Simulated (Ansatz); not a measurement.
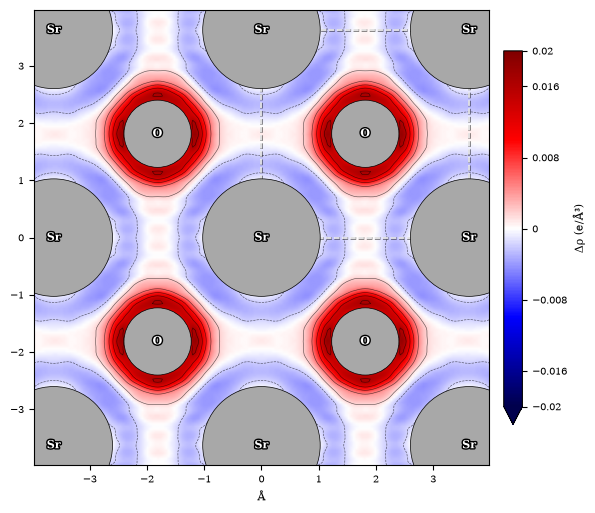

SrO. Difference of the valence pseudo-densities of two functionals at the same geometry, on the (110) plane of the calculation cell: r2SCAN less BLYP.

Both computed with Ansatz (plane waves, PAW), on the same k-point mesh. Grey discs cover the atomic cores.

```xyz
2
Lattice="0.0000 2.5663 2.5663 2.5663 0.0000 2.5663 2.5663 2.5663 0.0000" Properties=species:S:1:pos:R:3 pbc="T T T"
Sr    2.5663    2.5663    2.5663
O     0.0000    0.0000    0.0000
```

Where does the change of functional move the electrons?

Against BLYP, r2SCAN gives more density around O (+0.014 e/Å³ on average at 0.7 Å from the nucleus) and more density in the space between the atoms (+0.005 e/Å³ on average).
